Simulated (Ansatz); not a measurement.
# Band-structure calculation of MgF₂

System: MgF₂ (6 atoms in the cell).
Method: DFT, PBE, plane waves, PAW, no spin polarisation (Ansatz 0.2.0).

The structure was built on a prototype by a generator. The geometry comes from this level: r2SCAN (a point of a series of strains). It belongs to a series of runs on one base structure; here: epitaxial_xy strain -4.0%.

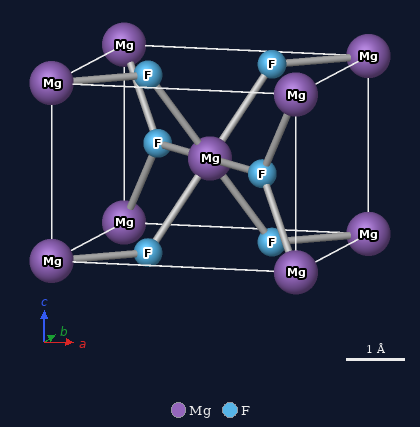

Fig. 1: The input geometry (ball-and-stick view of the cell of the calculation, seen slightly off an axis). An atom can appear more than once, as a periodic image. Near neighbours in the periodic cell (some may lie outside the picture): Mg has 6 F at 1.91 to 1.99 Å; F has 3 Mg at 1.91 to 1.99 Å.

### Input file
```yaml
crystal:
  lattice:
    - [4.4371353548, 0.0, 0.0]
    - [0.0, 4.4371353548, 0.0]
    - [0.0, 0.0, 3.1342963774]
  atoms:
    - { symbol: Mg, position: [0.0, 0.0, 0.0] }
    - { symbol: Mg, position: [0.5, 0.5, 0.5] }
    - { symbol: F, position: [0.3044278432, 0.3044278432, 0.0] }
    - { symbol: F, position: [0.1955721568, 0.8044278432, 0.5] }
    - { symbol: F, position: [0.8044278432, 0.1955721568, 0.5] }
    - { symbol: F, position: [0.6955721568, 0.6955721568, 0.0] }
kpoints:
  mp_grid: { grid: [6, 6, 8] }
  band_path:
    path:
      - [0.0, 0.0, 0.0]
      - [0.0, 0.5, 0.0]
      - [0.5, 0.5, 0.0]
      - [0.0, 0.0, 0.5]
      - [0.0, 0.5, 0.5]
      - [0.5, 0.5, 0.5]
    npoints: 1
hamiltonian:
  xc: pbe
scf:
  occupations: { method: fermi_dirac, width: 0.02 }
  n_extra_bands: 5
output:
  forces: true
  stress: true
  eigenvalues: true
  write_density: true
  write_potential: true
  elf: true
  volumetric_format: npy
```

Machine: 2 threads of AMD EPYC (Zen 3), 1656 GiB of memory available, shared host.

Command:
```bash
ansatz run input.yaml --threads 2 --pin off --max-ram 29491MiB --backend cpu --events-out ev --progress --plain --runs-dir out
```

### What the program printed
```
scf.n_extra_bands = 5 over 24 filled bands (N_el = 48.0): the run solves 29 bands
Engine: ansatz 0.2.0, x86_64-unknown-linux-gnu
Pseudopotentials: kind: paw
Pseudopotential: Mg, paw, valence charge 10, recommended cutoff 420 eV (normal), Mg.paw.azcp
Pseudopotential: F, paw, valence charge 7, recommended cutoff 420 eV (normal), F.paw.azcp
Functional definition: PBE
  parameter kappa = 0.804
  parameter beta = 0.06672455060314922
  exchange = pbe_x(kappa = kappa, mu = beta*pi^2/3)
  correlation = pbe_c(beta = beta)
Crystal: 6 atoms, lattice volume = 61.709 Å³
Basis set: ecut = 420 eV, 1195 PW (Γ), exchange–correlation on 60×60×48 points (8 copies of the dense FFT grid, shifted against one another)
Bands: 29, of which v1, the nominal top of the filled ones, is band 24 counted from 1 (23 counted from 0)
Symmetry: 16 space group operations
Space group: P42/mnm (ITA 136), of the structure as read, at distance tolerance 4.0e-5 Å
k-points: 50 of 288
Non-local potential: Mg, projectors of the file, l = 0: 3, l = 1: 2, l = 2: 1
Non-local potential: F, projectors of the file, l = 0: 2, l = 1: 2, l = 2: 1
PAW form: soft (Blöchl's): semilocal exchange-correlation on the pseudo side does not see the compensation charge
PAW one-centre angular grid: Mg, 110 points (default); XC on 64 Gauss nodes
PAW one-centre angular grid: F, 110 points (default); XC on 64 Gauss nodes
Initial density: superposition of atomic densities (neutral atoms: chi_scale 0, normalization atom), corrected by the library's trained network
Initial wavefunctions: pseudopotential atomic-orbital guess
Functional: x = pbe(κ = 0.804, μ = 0.2195149727645171), c = pbe(β = 0.06672455060314922)
SCF iter   1: F=—  HF=-7090.829047 eV  |F-HF|=—  |Δ(HF+E_count)|=         —  Δρ=7.44e-4  dr2=1.04e-4  ethr=1.77e-3  ⟨swp⟩=6.4  Hψ=6617  notcnv=0
preconditioner: auto → Resta (q_TF=auto, 2.616 Å⁻¹)  ε∞=2.9  [insulator: Δε(μ)=7.431 eV  Ē_g=19.657 eV  σ=0.020 eV  W_gap=1.00  n_scr=18 (ndim 8)  ℏωp=26.7 eV  f_vac=0.073  D(μ)=0.00/eV (n_scr^D=0)  ε∞_Penn≈2.9]
SCF iter   2: F=—  HF=-7090.829237 eV  |F-HF|=—  |Δ(HF+E_count)|=   1.91e-4  Δρ=4.48e-4  dr2=4.08e-5  ethr=2.17e-7  ⟨swp⟩=3.4  Hψ=3999  notcnv=0  defer=6
SCF iter   3: F=—  HF=-7090.829573 eV  |F-HF|=—  |Δ(HF+E_count)|=   3.36e-4  Δρ=2.45e-4  dr2=1.51e-5  ethr=8.51e-8  ⟨swp⟩=2.1  Hψ=2175  notcnv=0  defer=6
SCF iter   4: F=—  HF=-7090.829633 eV  |F-HF|=—  |Δ(HF+E_count)|=   6.04e-5  Δρ=5.90e-5  dr2=9.68e-7  ethr=3.15e-8  ⟨swp⟩=2.0  Hψ=2600  notcnv=0  defer=6
SCF iter   5: F=—  HF=-7090.829633 eV  |F-HF|=—  |Δ(HF+E_count)|=   5.52e-7  Δρ=1.88e-5  dr2=1.13e-7  ethr=2.02e-9  ⟨swp⟩=2.1  Hψ=2180  notcnv=0  defer=6
SCF iter   6: F=-7090.829633 eV  HF=-7090.829633 eV  |F-HF|=5.69e-9  |Δ(HF+E_count)|=   4.30e-8  Δρ=5.72e-6  dr2=8.47e-9  ethr=2.08e-10  ⟨swp⟩=11.2  Hψ=9838  notcnv=0
SCF 1 converged in 6 iterations: F = -7090.829633 eV  dr2 = 8.47e-9
  greatest PAW one-centre occupation: 1.000 electrons in one spin orbital (limit 2), on the Mg atom at site 1 (counted from 0), in its partial waves of l = 0
```

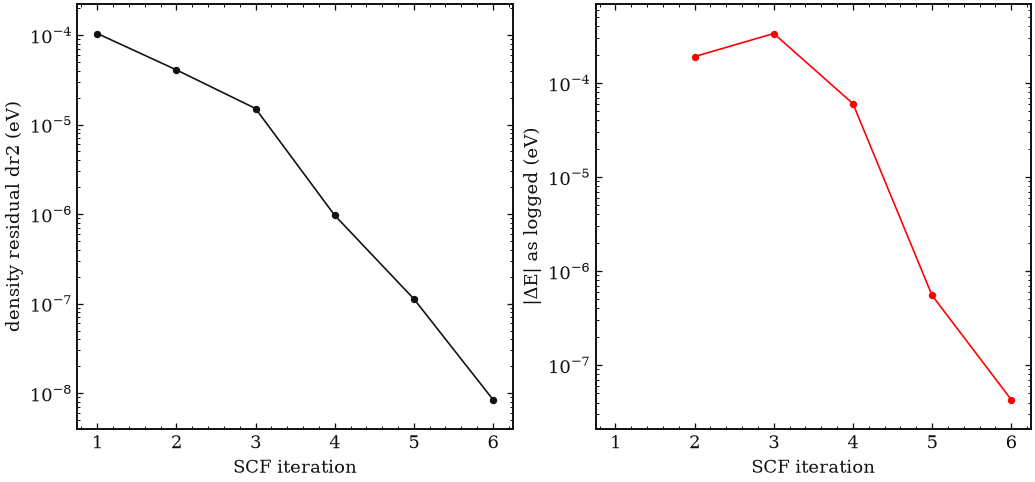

Fig. 2: Convergence of the self-consistent field: density residual dr2 and size of the energy change against the SCF iteration. The residual falls at every step.

```
NSCF: frozen V_eff on 6 k-points
SCF converged after 6 iterations
Free energy (F): -7090.829633 eV
Harris-Foulkes:  -7090.829633 eV  (|F-HF|=5.69e-9)
Internal energy: -7090.829633 eV  (E = F + TS)
E sigma→0 (E₀):  -7090.829633 eV
Fermi energy:    6.739196 eV
--- Per-component energies (eV) ---
  E_band       = -787.937271
  E_kinetic    = 990.873894
  E_local      = -5179.033657  (includes V_loc(G=0)·N_el)
  E_nonlocal   = 484.357579
  E_hartree    = 1863.025520
  E_xc         = -381.827440
  E_vxc        = -490.050565  (∫ρ·V_xc dr)
  E_paw        = -1387.870159  (= ΣΔE_a)
  E_vpaw       = -320.141167  (= ΣTr[D̂ρ^β])
  E_aug_tail   = 0.008168  (compensation charges beyond the density's cutoff)
  E_ewald      = -3480.363536
  E_smearing   = -0.000000  (= −TS)
  E_closure    = -0.000000  (closes the sum)
  Σ components = -7090.829633   (vs F -7090.829633, Δ=0.00e0)
--- Forces (eV/Å), atoms counted from 1 ---
  atom   1  Mg     0.00000000    -0.00000000     0.00000000
  atom   2  Mg    -0.00000000    -0.00000000    -0.00000000
  atom   3  F     -0.00358714    -0.00358714    -0.00000000
  atom   4  F      0.00358714    -0.00358714    -0.00000000
  atom   5  F     -0.00358714     0.00358714     0.00000000
  atom   6  F      0.00358714     0.00358714     0.00000000
  max |Σ_I F_I| component: 1.30e-18 eV/Å
--- Stress (GPa, compression-positive) ---
       13.946139       0.000000       0.000000
        0.000000      13.946139       0.000000
        0.000000       0.000000       5.860389
  P = ⅓ Tr σ = 11.2509 GPa (112.509 kbar)
--- Band table (eV; the first three rows and the last of 50) ---
  k-point 0: bands = ["-67.5638", "-67.5624", "-34.3595", "-34.3595", "-34.3178", "-34.3178", "-34.3097", "-34.3037", "-17.8912", "-16.8729", "-16.8729", "-16.8650", "-1.1281", "0.3726", "0.7685", "1.0341", "1.0341", "1.0475", "1.6666", "1.6666", "2.2512", "2.7862", "2.7862", "3.0209", "10.4544", "15.5365", "15.5365", "16.5428", "18.0508"]
  k-point 1: bands = ["-67.5635", "-67.5622", "-34.3578", "-34.3578", "-34.3179", "-34.3179", "-34.3151", "-34.3097", "-17.8317", "-16.8799", "-16.8677", "-16.8677", "-1.0382", "0.4765", "0.6620", "0.9845", "1.0680", "1.0680", "1.5721", "1.5721", "1.9790", "2.7264", "2.7264", "2.9301", "10.9038", "15.8705", "15.8705", "16.7397", "18.0699"]
  k-point 2: bands = ["-67.5628", "-67.5617", "-34.3535", "-34.3535", "-34.3283", "-34.3242", "-34.3182", "-34.3182", "-17.6696", "-16.9340", "-16.8549", "-16.8549", "-0.7915", "0.4503", "0.7732", "0.7736", "1.0683", "1.0683", "1.3885", "1.4631", "1.4631", "2.5591", "2.5591", "2.6641", "12.0427", "16.7163", "16.7163", "16.9041", "18.1520"]
  k-point 49: bands = ["-67.5614", "-67.5614", "-34.3472", "-34.3472", "-34.3456", "-34.3456", "-34.3195", "-34.3195", "-17.1488", "-17.1488", "-16.9013", "-16.9013", "-0.9267", "-0.9267", "-0.1983", "-0.1983", "1.5999", "1.5999", "1.7938", "1.7938", "2.4424", "2.4424", "2.6005", "2.6005", "16.5907", "16.5907", "17.2122", "17.2122", "17.8294"]
```

### File bands.tsv
```
# k_distance	band_0	band_1	band_2	band_3	band_4	band_5	band_6	band_7	band_8	band_9	band_10	band_11	band_12	band_13	band_14	band_15	band_16	band_17	band_18	band_19	band_20	band_21	band_22	band_23	band_24	band_25	band_26	band_27	band_28
# fermi_ev = 6.739196
# lock_threshold_ev = 1e-6
# [0, 0, 0] at k_distance = 0.000000
# [0, 0.5, 0] at k_distance = 0.708023
# [0.5, 0.5, 0] at k_distance = 1.416045
# [0, 0, 0.5] at k_distance = 2.832821
# [0, 0.5, 0.5] at k_distance = 3.540844
# [0.5, 0.5, 0.5] at k_distance = 4.248867
# levels_relative_to = fermi_ev
# free_energy_ev = -7090.829633
# largest_residual_norms_ev = 3.763e-4 4.048e-4 4.902e-4 6.598e-4 4.486e-4 6.502e-4 5.794e-4 6.263e-4 7.464e-4 1.590e-3 1.083e-3 1.662e-3 7.144e-4 1.154e-3 1.240e-3 1.866e-3 1.006e-3 1.576e-3 1.240e-3 1.544e-3 1.247e-3 1.691e-3 1.061e-3 1.130e-3 1.439e-3 1.152e-3 1.028e-3 1.190e-3 1.127e-3
0.000000	-74.302996	-74.301553	-41.098705	-41.098705	-41.056959	-41.056959	-41.048852	-41.042934	-24.630349	-23.612121	-23.612121	-23.604173	-7.867266	-6.366635	-5.970741	-5.705048	-5.705048	-5.691713	-5.072578	-5.072578	-4.487996	-3.953013	-3.953013	-3.718334	3.715215	8.797301	8.797301	9.803627	11.311652
0.708023	-74.302270	-74.302270	-41.095156	-41.095156	-41.060916	-41.060916	-41.045880	-41.045880	-24.192149	-24.192149	-23.553612	-23.553612	-7.084012	-7.084012	-5.549123	-5.549123	-5.536533	-5.536533	-5.014428	-5.014428	-4.779483	-4.779483	-4.085344	-4.085344	6.236573	6.236573	9.961452	9.961452	12.770358
1.416045	-74.302267	-74.302267	-41.099828	-41.099828	-41.056528	-41.056528	-41.045865	-41.045865	-24.067363	-24.067363	-23.687967	-23.687967	-6.923669	-6.923669	-5.875172	-5.875172	-5.205609	-5.205609	-5.151529	-5.151529	-4.579589	-4.579589	-4.426865	-4.426865	7.986092	7.986092	8.111991	8.111991	14.553100
2.832821	-74.300610	-74.300610	-41.086124	-41.086124	-41.084930	-41.084930	-41.058364	-41.058364	-23.964170	-23.964170	-23.575953	-23.575953	-6.814520	-6.814520	-6.226760	-6.226760	-5.924958	-5.924958	-5.001110	-5.001110	-4.989695	-4.989695	-4.578595	-4.578595	8.292522	8.292522	11.358043	11.358043	12.104285
3.540844	-74.300606	-74.300606	-41.091191	-41.091191	-41.084155	-41.084155	-41.054295	-41.054295	-23.872393	-23.872393	-23.665983	-23.665983	-7.018791	-7.018791	-6.759902	-6.759902	-5.791629	-5.791629	-5.028413	-5.028413	-4.394031	-4.394031	-4.362960	-4.362960	9.398243	9.398243	9.995803	9.995803	12.655305
4.248867	-74.300600	-74.300600	-41.086349	-41.086349	-41.084823	-41.084823	-41.058725	-41.058725	-23.888045	-23.888045	-23.640464	-23.640464	-7.665943	-7.665943	-6.937494	-6.937494	-5.139271	-5.139271	-4.945432	-4.945432	-4.296825	-4.296825	-4.138693	-4.138693	9.851538	9.851538	10.473017	10.473017	11.090157
```

### File rho_z.tsv
```
# z_ang	rho[e/angstrom^3]
# format = ansatz-planar-average/11
# lattice	4.437135355	0.000000000	0.000000000
# lattice	0.000000000	4.437135355	0.000000000
# lattice	0.000000000	0.000000000	3.134296377
# sites	6
# site	12	0.000000000	0.000000000	0.000000000
# site	12	2.218567677	2.218567677	1.567148189
# site	9	1.350787546	1.350787546	0.000000000
# site	9	0.867780131	3.569355223	1.567148189
# site	9	3.569355223	0.867780131	1.567148189
# site	9	3.086347809	3.086347809	0.000000000
0.000000	1.581867e0
0.130596	1.427783e0
0.261191	1.055241e0
0.391787	6.572881e-1
0.522383	3.807889e-1
0.652978	2.484791e-1
0.783574	2.131737e-1
0.914170	2.484791e-1
1.044765	3.807889e-1
1.175361	6.572881e-1
1.305957	1.055241e0
1.436553	1.427783e0
1.567148	1.581867e0
1.697744	1.427783e0
1.828340	1.055241e0
1.958935	6.572881e-1
2.089531	3.807889e-1
2.220127	2.484791e-1
2.350722	2.131737e-1
2.481318	2.484791e-1
2.611914	3.807889e-1
2.742509	6.572881e-1
2.873105	1.055241e0
3.003701	1.427783e0
```

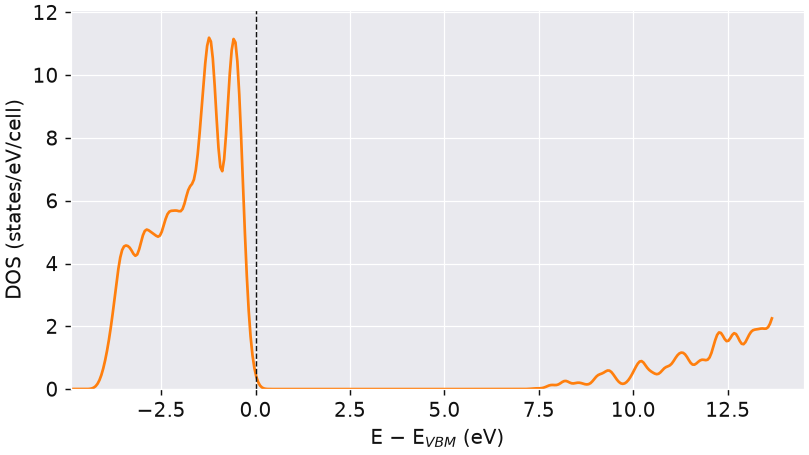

Fig. 3: Density of states (the curve is built from the levels of the k mesh with Gaussians 0.3 eV wide, which also blur the band edges), with energies from the valence-band top. There is a gap of 7.43 eV on the k-point mesh. Small ripples come from the finite k-point mesh.

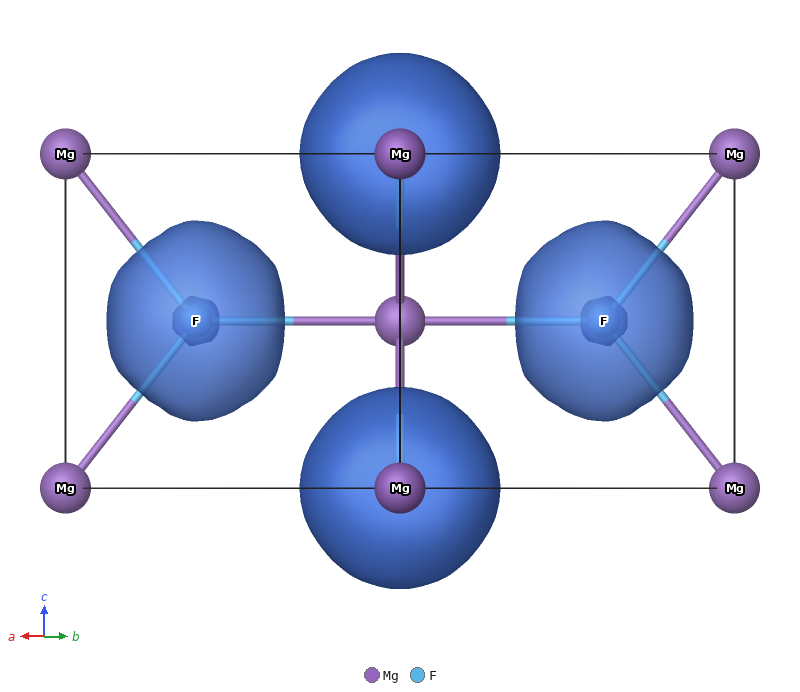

Fig. 4: Isosurface of the ELF at 0.6 (blue), seen along [110]. Only the valence region is drawn (cores and ρ < 0.01 e/Å³ removed). Sticks mark near contacts. The outline is the cell set on symmetry axes. Values along the shortest contacts: Mg–F (1.91 Å): the ELF is about 0.25 at the midpoint. Mg–F (1.99 Å): the ELF is about 0.20 at the midpoint, as expected for two separate closed shells. Core electrons are frozen (PAW), so the fields are smoothed inside the atomic spheres.

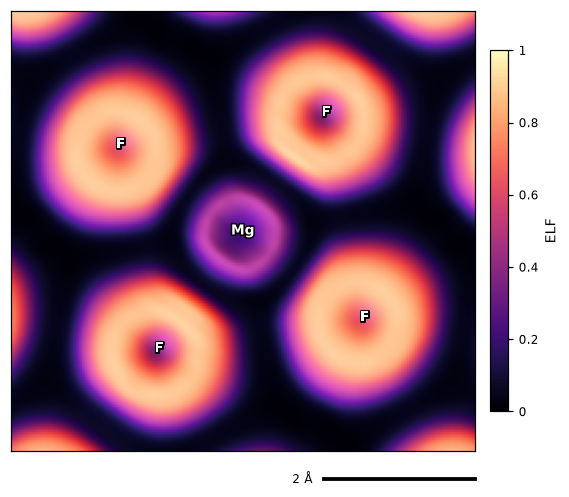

Fig. 5: Electron localisation function on the (111) plane of the conventional cell. The section cuts through Mg and F sites. Mg–F (1.91 Å): the ELF is about 0.25 at the midpoint. Mg–F (1.99 Å): the ELF is about 0.20 at the midpoint, as expected for ionic bonding with no shared pair.

### Key numbers

```tsv
quantity	value
outcome	converged
space group (tolerance 0.01 Å)	P4₂/mnm (136)
electrons treated	48
free energy	−7090.8296 eV
Fermi energy	6.739 eV
gap on the k-point mesh	7.43 eV
pressure	11.25 GPa
largest force (length of the vector)	0.005 eV/Å
wall time	2.7 s (CPU time 4.5 s)
peak memory	0.49 GiB
```
